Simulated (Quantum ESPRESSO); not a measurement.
**Tc: band-structure run (part 2 of 2)**

Tc (Fm-3m, 1 atom in the cell); Kohn-Sham DFT of a periodic cell, PBE with XDM, JTH 2.0 PBE (Quantum ESPRESSO 7.5); cutoff 340.14 eV, 12×12×12 k-mesh, tetrahedra_opt. The structure derives from an entry of the Crystallography Open Database. The settings are looser than a standard set-up, so the numbers are not reference values.

Geometry of the input (Å; fractional positions):
```
0.0000  1.9500  1.9500
1.9500  0.0000  1.9500
1.9500  1.9500  0.0000
Tc 0.0000  0.0000  0.0000
```

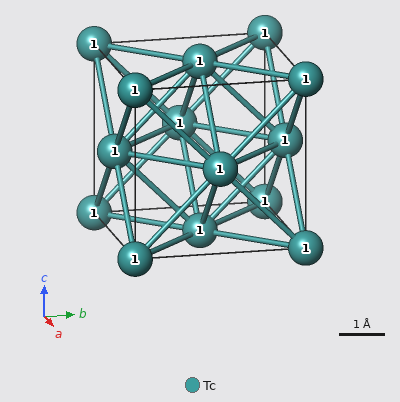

*The structure as given in the input (ball-and-stick view of the cell 4 times as large as that of the calculation, set on its symmetry axes, seen slightly off an axis; atoms are numbered from 1 in the order of the input).*

### The program's output, continued
```
          k =-0.2946-0.4125 0.4125 (   219 PWs)   bands (ev):

   -45.3272 -18.0023 -17.0973 -17.0666  16.3756  19.3640  19.8484  21.6699
    24.2334  25.1956  31.8498  35.6847  41.1797

          k =-0.2357-0.3536 0.3536 (   217 PWs)   bands (ev):

   -45.3315 -17.9782 -17.1079 -17.0493  16.4062  19.4329  19.8427  21.5346
    23.8165  25.2170  32.2096  35.8280  40.8115

          k =-0.1768-0.2946 0.2946 (   211 PWs)   bands (ev):

   -45.3597 -17.8243 -17.0944 -17.0154  16.5180  19.6805  20.0136  20.4007
    22.9653  24.4297  33.8795  36.8538  41.6219

          k =-0.1179-0.2357 0.2357 (   211 PWs)   bands (ev):

   -45.4039 -17.5790 -17.0597 -16.9742  16.4176  19.2630  20.0271  20.2874
    22.0697  23.4637  35.5815  38.2617  42.9964

          k =-0.0589-0.1768 0.1768 (   208 PWs)   bands (ev):

   -45.4520 -17.3060 -17.0106 -16.9362  15.7157  19.0299  20.2309  20.3625
    21.6295  22.6978  37.1949  38.0779  42.0643

          k =-0.0000-0.1179 0.1179 (   212 PWs)   bands (ev):

   -45.4912 -17.0844 -16.9553 -16.9120  14.8847  19.3393  20.0721  20.1204
    21.8545  22.3535  36.7701  38.8057  41.3018

          k = 0.2357-0.0000 0.0000 (   202 PWs)   bands (ev):

   -45.4607 -17.1828 -17.0016 -17.0016  15.5325  18.7063  20.6372  20.6372
    21.1353  22.6977  37.9993  39.2587  41.3194

          k = 0.2946 0.0589-0.0589 (   207 PWs)   bands (ev):

   -45.4245 -17.3672 -17.0496 -17.0428  16.2339  18.3278  20.3850  20.9773
    21.6155  22.9764  38.1043  39.1685  41.2801

          k = 0.3536 0.1179-0.1179 (   214 PWs)   bands (ev):

   -45.3806 -17.5987 -17.0954 -17.0909  16.8280  18.3527  19.8329  20.9767
    22.9442  23.5441  36.2720  38.9249  40.9710

          k = 0.4125 0.1768-0.1768 (   210 PWs)   bands (ev):

   -45.3407 -17.8002 -17.1599 -17.1144  16.9124  18.8091  19.7178  20.7435
    24.1367  24.6870  34.0093  37.5949  40.3536

          k =-0.2357-0.4714 0.4714 (   217 PWs)   bands (ev):

   -45.3157 -17.9199 -17.2207 -17.1145  16.8902  18.7816  20.3754  20.5070
    24.2877  26.4637  31.9143  36.8370  40.3024

          k =-0.1768-0.4125 0.4125 (   213 PWs)   bands (ev):

   -45.3125 -17.9298 -17.2584 -17.0908  16.9710  18.8137  20.3937  20.6150
    23.7992  27.0505  31.6800  36.7142  39.5869

          k =-0.1179-0.3536 0.3536 (   211 PWs)   bands (ev):

   -45.3319 -17.8322 -17.2588 -17.0498  17.1477  19.0767  19.9557  20.4578
    22.8709  26.1649  33.5262  37.1705  39.3806

          k =-0.0589-0.2946 0.2946 (   210 PWs)   bands (ev):

   -45.3686 -17.6595 -17.2137 -17.0021  17.2164  18.9106  19.5620  20.7054
    21.8439  24.9287  35.5529  38.2214  40.2779

          k =-0.0000-0.2357 0.2357 (   208 PWs)   bands (ev):

   -45.4126 -17.4667 -17.1230 -16.9604  16.5895  18.6890  20.0146  20.9074
    21.1712  23.6764  36.7495  38.8795  41.5591

          k = 0.3536 0.0000-0.0000 (   218 PWs)   bands (ev):

   -45.3970 -17.4544 -17.1049 -17.1049  16.5347  17.8218  20.7588  21.6545
    21.6545  23.1479  39.0362  40.0631  40.0631

          k = 0.4125 0.0589-0.0589 (   213 PWs)   bands (ev):

   -45.3606 -17.6135 -17.1642 -17.1520  16.7995  17.5298  20.6026  21.9635
    22.9085  23.5974  37.5233  39.0891  39.2501

          k = 0.4714 0.1179-0.1179 (   213 PWs)   bands (ev):

   -45.3251 -17.7591 -17.2490 -17.1791  16.9001  17.6713  20.3100  21.8063
    24.2048  24.9287  34.8783  38.1614  38.4822

          k =-0.1768-0.5303 0.5303 (   214 PWs)   bands (ev):

   -45.3000 -17.8396 -17.3506 -17.1792  16.9911  18.0385  20.1445  21.5230
    24.3684  27.2711  32.2660  37.1880  38.6772

          k =-0.1179-0.4714 0.4714 (   215 PWs)   bands (ev):

   -45.2923 -17.8376 -17.4381 -17.1522  17.2708  18.3236  19.9938  21.2840
    23.8749  28.7735  31.2306  36.3547  39.9431

          k =-0.0589-0.4125 0.4125 (   213 PWs)   bands (ev):

   -45.3041 -17.7763 -17.4643 -17.1050  17.7195  18.5768  19.4785  21.1494
    22.9759  27.7886  33.3029  35.8739  39.4997

          k = 0.0000-0.3536 0.3536 (   210 PWs)   bands (ev):

   -45.3321 -17.7163 -17.3775 -17.0499  18.0002  18.7169  19.0054  21.0582
    22.1150  26.4530  35.0680  36.7304  39.3338

          k = 0.4714-0.0000 0.0000 (   218 PWs)   bands (ev):

   -45.3329 -17.7137 -17.2065 -17.2065  16.5208  17.0613  21.9874  22.9317
    22.9317  23.6338  37.5428  37.5428  38.5144

          k = 0.5303 0.0589-0.0589 (   209 PWs)   bands (ev):

   -45.3049 -17.8142 -17.2714 -17.2396  16.4147  16.9087  21.9631  23.0391
    24.1932  24.7428  35.5161  36.6202  37.5962

          k =-0.1179-0.5893 0.5893 (   209 PWs)   bands (ev):

   -45.2842 -17.8510 -17.3818 -17.2432  16.5060  17.1562  21.3964  22.7370
    24.4658  27.2920  32.9867  36.4512  36.7098

          k =-0.0589-0.5303 0.5303 (   217 PWs)   bands (ev):

   -45.2765 -17.7980 -17.5235 -17.2165  16.8037  17.7144  20.6561  22.3468
    24.0663  29.9108  30.9505  35.2732  37.9533

          k =-0.0000-0.4714 0.4714 (   220 PWs)   bands (ev):

   -45.2838 -17.6670 -17.6584 -17.1661  17.3068  18.3465  19.7956  21.8411
    23.4019  29.1496  32.7353  34.3789  39.9654

          k = 0.5893 0.0000-0.0000 (   214 PWs)   bands (ev):

   -45.2857 -17.8961 -17.2801 -17.2801  16.0339  16.5618  24.0164  24.0804
    24.1778  24.1778  35.2766  35.2766  36.5522

          k =-0.0589-0.6482 0.6482 (   215 PWs)   bands (ev):

   -45.2726 -17.9260 -17.3337 -17.2899  16.0130  16.5765  23.1703  23.7971
    24.6019  26.4789  33.8409  35.0240  35.6697

          k = 0.0000-0.5893 0.5893 (   214 PWs)   bands (ev):

   -45.2693 -17.8786 -17.4357 -17.2667  16.3047  16.9898  21.9382  23.2701
    24.3904  28.6922  32.1308  35.1235  36.0784

          k =-0.7071-0.0000 0.0000 (   222 PWs)   bands (ev):

   -45.2684 -17.9620 -17.3070 -17.3070  15.8143  16.3886  24.1630  24.7599
    24.7599  25.2243  34.3260  34.3260  35.2680

          k = 0.2357 0.1179 0.0000 (   208 PWs)   bands (ev):

   -45.4478 -17.2865 -17.0346 -16.9637  15.8226  18.7482  20.3074  20.6432
    21.4214  22.8144  37.8987  38.2980  41.4127

          k = 0.2946 0.1768-0.0589 (   208 PWs)   bands (ev):

   -45.4041 -17.5091 -17.1078 -16.9960  16.6417  18.6030  19.9105  20.8230
    21.8240  23.6041  36.5829  38.9258  41.6948

          k = 0.3536 0.2357-0.1179 (   212 PWs)   bands (ev):

   -45.3600 -17.7361 -17.1611 -17.0390  16.9297  19.2232  19.4723  20.5983
    22.8175  24.7170  34.7765  37.7859  40.6132

          k =-0.2946-0.4125 0.5303 (   210 PWs)   bands (ev):

   -45.3275 -17.9014 -17.1914 -17.0765  16.8386  19.0454  20.2281  20.4996
    23.7274  25.9097  32.6658  36.7681  39.9608

          k =-0.2357-0.3536 0.4714 (   216 PWs)   bands (ev):

   -45.3155 -17.9619 -17.2007 -17.0920  16.7804  18.9203  20.2380  20.8998
    24.0628  26.6218  31.5250  36.4451  39.9904

          k = 0.3536 0.1179 0.0000 (   212 PWs)   bands (ev):

   -45.3882 -17.5188 -17.1419 -17.0686  16.8197  17.9746  20.0390  21.6482
    21.9333  23.6073  37.5497  39.4252  40.6793

          k = 0.4125 0.1768-0.0589 (   212 PWs)   bands (ev):

   -45.3485 -17.6861 -17.2265 -17.1074  17.2077  18.0400  19.6096  21.6116
    22.9271  24.8374  35.8182  38.3672  39.2540

          k =-0.2357-0.4714 0.5893 (   210 PWs)   bands (ev):

   -45.3161 -17.8165 -17.2965 -17.1419  17.2297  18.3793  19.5694  21.3125
    23.8395  26.4538  33.3108  37.6302  38.5527

          k =-0.1768-0.4125 0.5303 (   212 PWs)   bands (ev):

   -45.2997 -17.8744 -17.3502 -17.1487  17.3217  18.3449  19.9678  21.0347
    24.0248  28.0934  31.3687  37.1400  38.6496

          k =-0.1179-0.3536 0.4714 (   213 PWs)   bands (ev):

   -45.3040 -17.8483 -17.3718 -17.1236  17.5165  18.4035  19.8153  20.9893
    23.5641  27.7744  32.1795  36.9025  38.6828

          k =-0.0589-0.2946 0.4125 (   211 PWs)   bands (ev):

   -45.3278 -17.7559 -17.3392 -17.0783  17.7086  18.7606  18.9759  21.1930
    22.6709  26.4182  34.4444  37.1759  38.9173

          k = 0.0000-0.2357 0.3536 (   212 PWs)   bands (ev):

   -45.3645 -17.6337 -17.2424 -17.0303  17.5030  18.3525  19.3497  21.4260
    21.7174  24.9715  36.1079  38.3258  39.9129

          k = 0.4714 0.1179-0.0000 (   210 PWs)   bands (ev):

   -45.3284 -17.7274 -17.2478 -17.1864  16.8346  17.2878  20.6881  22.9255
    22.9706  24.7433  36.4887  37.2835  38.4704

          k =-0.1768-0.5303 0.6482 (   211 PWs)   bands (ev):

   -45.3003 -17.8026 -17.3444 -17.2182  16.9051  17.4491  20.4007  22.5421
    23.9484  26.6124  34.1180  36.6733  37.4627

          k =-0.1179-0.4714 0.5893 (   212 PWs)   bands (ev):

   -45.2839 -17.8077 -17.4589 -17.2196  17.0811  17.8750  20.0630  22.0573
    24.1764  28.9189  31.7139  36.3255  37.2847

          k =-0.0589-0.4125 0.5303 (   213 PWs)   bands (ev):

   -45.2838 -17.7487 -17.5551 -17.1872  17.4756  18.2708  19.5799  21.6966
    23.7347  29.4030  31.9429  35.2221  38.4293

          k = 0.0000-0.3536 0.4714 (   210 PWs)   bands (ev):

   -45.2999 -17.7321 -17.5105 -17.1340  18.0527  18.4928  18.8564  21.5623
    23.0226  27.9618  34.3764  34.7354  38.9907

          k =-0.1179-0.5893 0.7071 (   212 PWs)   bands (ev):

   -45.2844 -17.8697 -17.3246 -17.2770  16.3288  16.8302  21.9495  23.6007
    24.1758  26.4052  34.6969  35.0911  36.5776

          k =-0.0589-0.5303 0.6482 (   211 PWs)   bands (ev):

   -45.2724 -17.8535 -17.4260 -17.2820  16.5159  17.1430  21.3136  23.0114
    24.5067  28.5920  32.7293  35.1339  35.8750

          k =-0.0000-0.4714 0.5893 (   212 PWs)   bands (ev):

   -45.2722 -17.7647 -17.5589 -17.2465  16.9141  17.7645  20.3888  22.3450
    24.1992  30.8178  30.9112  34.6252  37.0229

          k =-0.7071 0.1179-0.0000 (   214 PWs)   bands (ev):

   -45.2682 -17.9197 -17.3526 -17.3109  16.1022  16.6706  22.6443  23.6478
    24.7612  27.4686  33.8820  34.1566  35.4074

          k =-0.2357-0.4714 0.7071 (   210 PWs)   bands (ev):

   -45.3162 -17.7461 -17.3599 -17.1494  17.6555  17.9288  19.2208  22.2239
    22.9275  26.5296  35.0964  36.3500  38.3724

          k =-0.1768-0.4125 0.6482 (   211 PWs)   bands (ev):

   -45.2925 -17.7743 -17.4595 -17.1942  17.7077  18.1604  19.1444  21.8636
    23.6989  28.2857  33.0517  35.8878  37.6495

          k =-0.1179-0.3536 0.5893 (   212 PWs)   bands (ev):

   -45.2838 -17.7809 -17.4969 -17.2136  17.7669  18.0734  19.3675  21.6032
    24.0114  29.8236  31.1739  36.5045  36.8721

          k =-0.1179-0.4714 0.7071 (   212 PWs)   bands (ev):

   -45.2809 -17.7948 -17.4451 -17.2675  17.0630  17.6117  20.0515  22.5847
    24.1698  28.4973  34.0403  34.3436  36.5601

          k =-0.0589-0.4125 0.6482 (   211 PWs)   bands (ev):

   -45.2722 -17.7312 -17.5573 -17.2852  17.2487  18.1263  19.5464  22.0094
    24.4690  30.6025  31.9053  34.6312  35.9106

          k = 0.0000-0.3536 0.5893 (   210 PWs)   bands (ev):

   -45.2764 -17.6854 -17.6065 -17.2530  17.5250  18.6486  18.8405  21.8409
    24.1669  29.9792  32.8508  34.0781  36.7955

          k =-0.7071 0.2357-0.0000 (   208 PWs)   bands (ev):

   -45.2680 -17.8031 -17.4760 -17.3191  16.8097  17.4969  20.5616  22.4924
    24.7639  29.8836  33.4341  33.4591  35.3579

          k =-0.7071 0.3536-0.0000 (   208 PWs)   bands (ev):

   -45.2678 -17.6414 -17.6414 -17.3232  17.2809  18.8173  18.8173  21.8021
    24.7652  31.9909  31.9909  33.3074  35.2776

     the Fermi energy is    21.4916 ev

* XDM dispersion
  a1 =     0.327500
  a2 (ang) =     2.767300
  a2 (bohr) =     5.229439

+ Volumes and moments
# All results in atomic units (Hartree,bohr)
# i        V             Vfree           M1             M2             M3
  1   1.699625E+02   1.562414E+02   7.390169E+00   1.278210E+02   3.533764E+03

+ Dispersion coefficients
# All results in atomic units (Hartree,bohr).
# i   j      C6             C8             C10            Rc            Rvdw
  1   1   2.842666E+02   1.475010E+04   9.008788E+05   7.507158E+00   7.688033E+00

+ van der Waals energies, forces and stresses (Ry,bohr)
  Evdw(total,Ry)   =  -9.323446653449E-02
  Evdw(C6,Ry)      =  -3.972163403690E-02
  Evdw(C8,Ry)      =  -2.780314651853E-02
  Evdw(C10,Ry)     =  -2.570968597907E-02
  Fvdw (001,Ry/bohr) =   4.230221467095E-19   2.835290601363E-19   3.724589169347E-19
  sigma_vdw (Ry/bohr**3) =  -9.419918912713E-04  -5.299675721554E-10  -5.299675718769E-10
                            -5.299675721554E-10  -9.419918912713E-04  -5.299675726738E-10
                            -5.299675718769E-10  -5.299675726738E-10  -9.419918912713E-04
  sigma_vdw (GPa) =  -1.385717910955E+01  -7.796092129516E-06  -7.796092125419E-06
                     -7.796092129516E-06  -1.385717910955E+01  -7.796092137141E-06
                     -7.796092125419E-06  -7.796092137141E-06  -1.385717910955E+01

!    total energy              =    -396.39129845 Ry
     total all-electron energy =      -396.391298 Ry
     estimated scf accuracy    <          1.8E-12 Ry

     The total energy is the sum of the following terms:
     one-electron contribution =     -22.38222229 Ry
     hartree contribution      =      24.94040022 Ry
     xc contribution           =     -17.87324630 Ry
     ewald contribution        =    -139.97333800 Ry
     Dispersion XDM Correction =      -0.09323447 Ry
     one-center paw contrib.   =    -241.00965761 Ry

     convergence has been achieved in   9 iterations

     Forces acting on atoms (cartesian axes, Ry/au):

     atom    1 type  1   force =     0.00000000    0.00000000    0.00000000

     Total force =     0.000000     Total SCF correction =     0.000000

     Computing stress (Cartesian axis) and pressure

          total   stress  (Ry/bohr**3)                   (kbar)     P=     -208.66
  -0.00141843   0.00000000  -0.00000000         -208.66        0.00       -0.00
   0.00000000  -0.00141843  -0.00000000            0.00     -208.66       -0.00
  -0.00000000  -0.00000000  -0.00141843           -0.00       -0.00     -208.66

=------------------------------------------------------------------------------=
   JOB DONE.
=------------------------------------------------------------------------------=
```

### File pp_density.out
```
This program is part of the open-source Quantum ESPRESSO suite
     for quantum simulation of materials; please cite
         "P. Giannozzi et al., J. Phys.:Condens. Matter 21 395502 (2009);
         "P. Giannozzi et al., J. Phys.:Condens. Matter 29 465901 (2017);
         "P. Giannozzi et al., J. Chem. Phys. 152 154105 (2020);
          URL
     in publications or presentations arising from this work. More details at

     ./tmp/pwscf.save/
     file Tc.GGA_PBE-JTH.UPF: wavefunction(s)  5S 4P 0P 4D 0D renormalized

     IMPORTANT: XC functional enforced from input :
     Exchange-correlation= PBE
                           (   1   4   3   4   0   0   0)
     Any further DFT definition will be discarded
     Please, verify this is what you really want

     G-vector sticks info
     --------------------
     sticks:   dense  smooth     PW     G-vecs:    dense   smooth      PW
     Sum         283     187     73                 3119     1687     387

     Using Slab Decomposition

     Calling punch_plot, plot_num =   0
     Writing data to file  density.dat
     Reading data from file  density.dat

     Writing data to be plotted to file density.cube
     Plot Type: 3D                     Output format: Gaussian cube

=------------------------------------------------------------------------------=
   JOB DONE.
=------------------------------------------------------------------------------=
```

### File pp_potential.out
```
This program is part of the open-source Quantum ESPRESSO suite
     for quantum simulation of materials; please cite
         "P. Giannozzi et al., J. Phys.:Condens. Matter 21 395502 (2009);
         "P. Giannozzi et al., J. Phys.:Condens. Matter 29 465901 (2017);
         "P. Giannozzi et al., J. Chem. Phys. 152 154105 (2020);
          URL
     in publications or presentations arising from this work. More details at

     ./tmp/pwscf.save/
     file Tc.GGA_PBE-JTH.UPF: wavefunction(s)  5S 4P 0P 4D 0D renormalized

     IMPORTANT: XC functional enforced from input :
     Exchange-correlation= PBE
                           (   1   4   3   4   0   0   0)
     Any further DFT definition will be discarded
     Please, verify this is what you really want

     G-vector sticks info
     --------------------
     sticks:   dense  smooth     PW     G-vecs:    dense   smooth      PW
     Sum         283     187     73                 3119     1687     387

     Using Slab Decomposition

     Calling punch_plot, plot_num =  11
     Writing data to file  potential.dat
     Reading data from file  potential.dat

     Writing data to be plotted to file potential.cube
     Plot Type: 3D                     Output format: Gaussian cube

=------------------------------------------------------------------------------=
   JOB DONE.
=------------------------------------------------------------------------------=
```

### File bands.out
```
This program is part of the open-source Quantum ESPRESSO suite
     for quantum simulation of materials; please cite
         "P. Giannozzi et al., J. Phys.:Condens. Matter 21 395502 (2009);
         "P. Giannozzi et al., J. Phys.:Condens. Matter 29 465901 (2017);
         "P. Giannozzi et al., J. Chem. Phys. 152 154105 (2020);
          URL
     in publications or presentations arising from this work. More details at

     file Tc.GGA_PBE-JTH.UPF: wavefunction(s)  5S 4P 0P 4D 0D renormalized

     Atomic positions and unit cell read from directory:
     ./tmp/pwscf.save/

     Message from routine setup:
     using ibrav=0 with symmetry is DISCOURAGED, use correct ibrav instead

 %%%%%%%%%%%%%%%%%%%%%%%%%%%%%%%%%%%%%%%%%%%%%%%%%%%%%%%%%%%%%%%%%%%%%%%%%%%%%%
     Error in routine setup (1):
     tetrahedra need automatic k-point grid
 %%%%%%%%%%%%%%%%%%%%%%%%%%%%%%%%%%%%%%%%%%%%%%%%%%%%%%%%%%%%%%%%%%%%%%%%%%%%%%

     stopping ...
```
